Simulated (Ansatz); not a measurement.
A series of calculations on SiO₂

Part 1: Relaxation

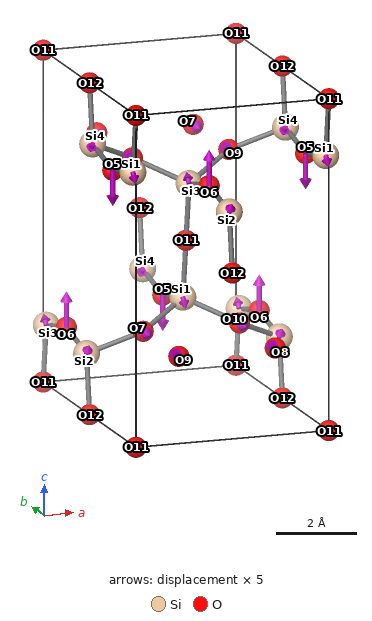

This is a relaxation of a crystal of SiO₂ (set up in Imma). The starting structure is drawn; purple arrows show the displacements (the part carried along by the change of the cell is left out), magnified 5 times.

A ball-and-stick model of the conventional cell (2 times the calculation's cell), seen slightly off an axis. Lengths and directions refer to the drawn axes.

Case: relaxed at 12 GPa.

These are results of DFT LDA, scalar-relativistic, plane waves, PAW (Ansatz), not measurements. (plane-wave cutoff 420 eV; k-point mesh 6 × 6 × 6; occupations gaussian; smearing width 0.02 eV; target pressure 12 GPa; no spin polarisation; cell and atoms relaxed; force threshold 0.008 eV/Å; at most 50 steps)

Question: Atoms of which element are displaced furthest, and by how much?

Answer: Oxygen: up to 0.19 Å, against 0.06 Å for silicon.

Question: Describe the change and its energy.

Answer: After 7 accepted moves (9 points after the start) the energy has fallen by 0.321 eV per cell of the calculation. With the target pressure of 12 GPa, the enthalpy E + pV changes by −0.422 eV per cell of the calculation. The largest force component goes from 1.3 to 0.0048 eV/Å. The pressure goes from 21.82 to 11.99 GPa. At 2 points the geometry stayed and the basis and grid were re-selected for the new cell (energy shift of 1.2 meV per cell of the calculation at most each time). The largest moves relative to the cell, 0.19 Å, are those of O5 and O6. O6 goes along +c. By element the largest moves are O 0.19 Å, Si 0.06 Å. The volume changes by −0.9 %, with a 5.130 → 5.265 Å (+2.6 %), b 7.025 → 6.867 Å (−2.2 %), c 8.594 → 8.489 Å (−1.2 %). Near-neighbour distances that change, for instance: Si1–O11 1.546 → 1.571 Å, Si1–O10 1.562 → 1.587 Å. Among the angles between lasting bonds that change: Si1–O5–Si4 156.8° → 147.6°, O5–Si4–O12 110.3° → 113.1°, Si1–O7–Si2 131.5° → 128.8°. The space group stays Imma (No. 74). Cost: 56 s on 2 threads of Intel(R) Xeon(R) Platinum 8559C (Emerald Rapids) (shared host), peak memory 0.58 GiB.

Part 2: Relaxation

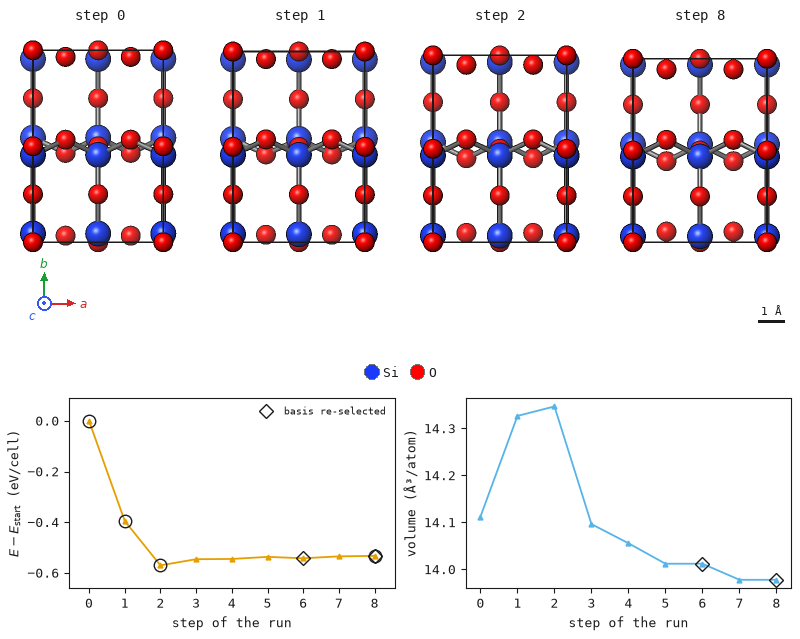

Frames of a relaxation of a crystal of SiO$_{2}$ (set up in Imma), marked on the history of the run. Style: ball-and-stick. Shown: the conventional cell (2 times the calculation's cell), along the c axis. Lengths and directions refer to the drawn axes.

Case: relaxed at 4 GPa.

Theory: DFT LDA, scalar-relativistic, plane waves, PAW (Ansatz).

Input file:
```yaml
crystal:
  lattice:
    - [-2.5617680357, 3.7728684769, 4.3803347836]
    - [2.5617680357, -3.7728684769, 4.3803347836]
    - [2.5617680357, 3.7728684769, -4.3803347836]
  atoms:
    - { symbol: Si, position: [0.872252783, 0.8272394882, 0.0450132948] }
    - { symbol: Si, position: [0.7177738067, 0.1727605118, 0.5450132948] }
    - { symbol: Si, position: [0.127747217, 0.1727605118, 0.9549867052] }
    - { symbol: Si, position: [0.2822261933, 0.8272394882, 0.4549867052] }
    - { symbol: O, position: [0.0561228584, 0.8061228584, 0.25] }
    - { symbol: O, position: [0.9438771416, 0.1938771416, 0.75] }
    - { symbol: O, position: [0.7156209235, 0.5, 0.7156209235] }
    - { symbol: O, position: [0.2843790765, 0.0, 0.7843790765] }
    - { symbol: O, position: [0.2843790765, 0.5, 0.2843790765] }
    - { symbol: O, position: [0.7156209235, 0.0, 0.2156209235] }
    - { symbol: O, position: [0.0, 0.0, 0.0] }
    - { symbol: O, position: [0.5, 0.0, 0.5] }
basis:
  ecutwfc: 420
kpoints:
  mp_grid: { grid: [6, 6, 6] }
hamiltonian:
  xc: lda
scf:
  occupations: { method: gaussian, width: 0.02 }
output:
  forces: true
  stress: true
  eigenvalues: true
relax:
  adjacent_minimum: "off"
  f_tol: 0.008
  max_steps: 50
  cell: { stress_tol: 0.08, p_target: 4.0 }
```

Launched with:
```bash
ansatz run input.yaml --threads 2 --pin off --max-ram 5120MiB --backend cpu --events-out ev --progress --plain --runs-dir out
```

Q: What happens along the run?

A: The energy falls by 0.533 eV per cell of the calculation in 6 accepted moves (8 points after the start). With the target pressure of 4 GPa, the enthalpy E + pV changes by −0.573 eV per cell of the calculation. Largest force component: 1.2 eV/Å at the start, 0.0023 eV/Å at the end. Pressure: 16.67 GPa at the start and 3.98 GPa at the end. The SCF was repeated twice at an unchanged geometry on a basis and grid sized afresh for the cell, which shifted the energy by 5.6 meV per cell of the calculation at most. The largest moves relative to the cell, 0.18 Å, are those of O5 and O6. O5 goes along −c. Largest moves by element: O 0.18 Å, Si 0.10 Å. The volume changes by −1.0 %, with a 5.124 → 5.268 Å (+2.8 %), b 7.546 → 7.214 Å (−4.4 %), c 8.761 → 8.827 Å (+0.8 %). Some distances before and after: Si1–O5 1.558 → 1.598 Å, Si1–O10 1.568 → 1.604 Å, Si1–O11 1.551 → 1.587 Å. Among the angles between lasting bonds that change: Si1–O5–Si4 166.4° → 156.8°, Si1–O7–Si2 135.1° → 131.5°. The space group stays Imma (No. 74). Cost: 54 s on 2 threads of Intel(R) Xeon(R) Platinum 8559C (Emerald Rapids), with other jobs on the host, peak memory 0.63 GiB. From step 0 to 1: O atoms move most (0.04 Å), volume +1.5 %, energy −0.395 eV per cell of the calculation. From step 1 to 2: O atoms move most (0.08 Å), volume +0.1 %, energy −0.175 eV per cell of the calculation. From step 2 to 8: O atoms move most (0.12 Å), volume −2.6 %, energy +37.4 meV per cell of the calculation.

Part 3: Series

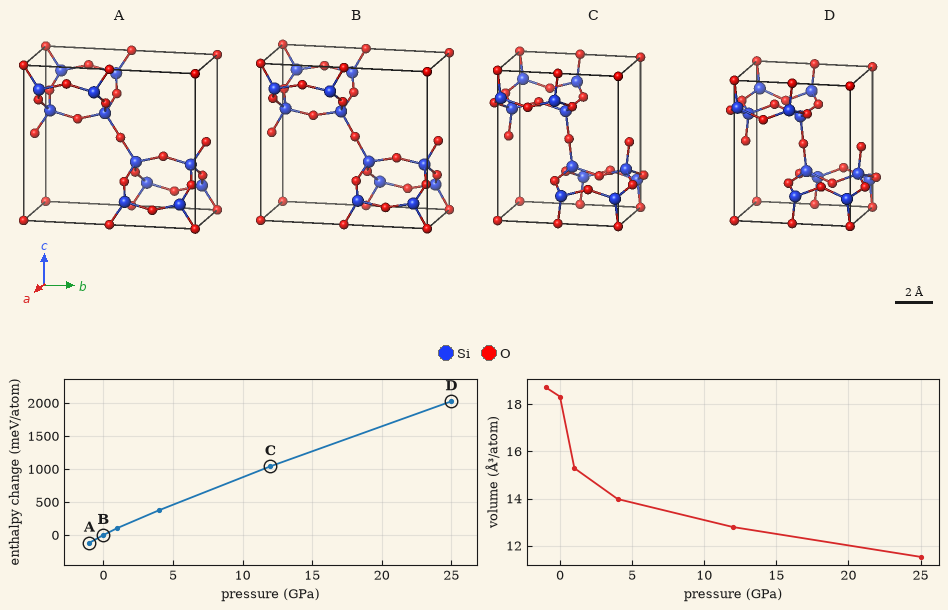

Members of a series of calculations on a crystal of SiO$_{2}$ (set up in Imma), marked on the first curve. A ball-and-stick model of the conventional cell (2 times the calculation's cell), seen slightly off an axis. Lengths and directions refer to the drawn axes.

Level of theory: Ansatz, DFT LDA, scalar-relativistic, plane waves, PAW. (plane-wave cutoff 420 eV; k-point mesh 6 × 6 × 6; occupations gaussian; smearing width 0.02 eV; no spin polarisation)

Question: Describe the series.

Answer: The structure is relaxed at several pressures. A (pressure −1.0 GPa): enthalpy change −116 meV/atom, volume 18.72 Å³ per atom. B (pressure 0.0 GPa): enthalpy change 0.0 meV/atom, volume 18.32 Å³ per atom. C (pressure 12.0 GPa): enthalpy change 1041 meV/atom, volume 12.79 Å³ per atom. D (pressure 25.0 GPa): enthalpy change 2025 meV/atom, volume 11.53 Å³ per atom. The rest compares A with D. Cell: a 5.244 → 5.298 Å (+1.0 %), b 9.759 → 6.580 Å (−32.6 %), c 8.779 → 7.934 Å (−9.6 %). Volume −38.4 %. Some distances before and after: O–Si 1.598 → 1.551 Å, O–Si 1.608 → 1.564 to 1.594 Å.
